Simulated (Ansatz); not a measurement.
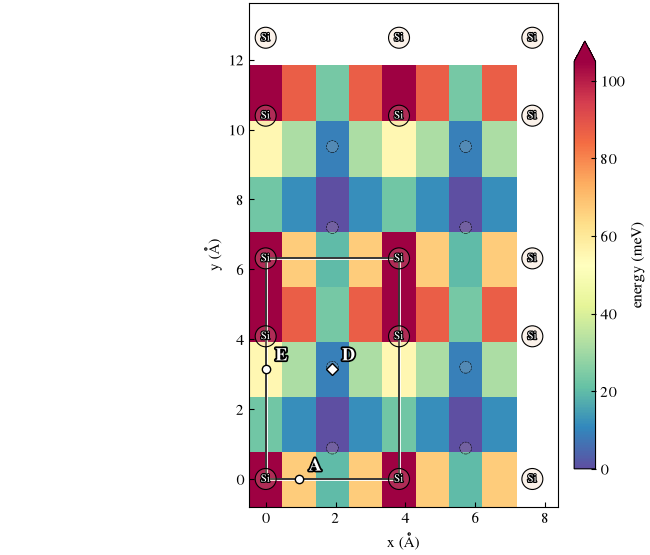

N₂ on a Si(100) slab cut from the P6_3/mmc phase, its upper half relaxed before the scan (16 atoms of substrate and one adsorbate in a 2 × 1 cell). N2 is moved over the surface cell at a fixed height above a rigid substrate; the origin of the map has the adsorbate above Si13; the height is held at 3.10 Å. Places are given modulo a cell vector. The map is drawn in real space over the plane of the surface. Grid: 4 × 4 points; 12 points were computed and 4 follow by symmetry. Places are given in fractions of the 1 × 1 surface cell. Energies are in meV, from the lowest grid point. At a fixed height the lowest place need not be the adsorption site. Computed with DFT PBE+D3(BJ), scalar-relativistic, plane waves, PAW in Ansatz 0.2.0. Settings: cutoff 420 eV, k-mesh 4×4×1, gaussian smearing 0.05 eV, no spin polarisation.

In the figure: one coloured cell a grid point, labelled circles for the atoms of the top layer and small ones for the second layer, the outline of one cell of the 2 × 2 shown, one colour for all values above the top of the scale, lettered points.

Is D the lowest point of the computed grid?

No. D lies 9 meV above the lowest grid point, which is at (2/4, 1/4) of the cell vectors.

Rank the lettered points by energy, lowest first.

D (9 meV), E (55 meV), A (67 meV).

PAW datasets: the set soft_1.
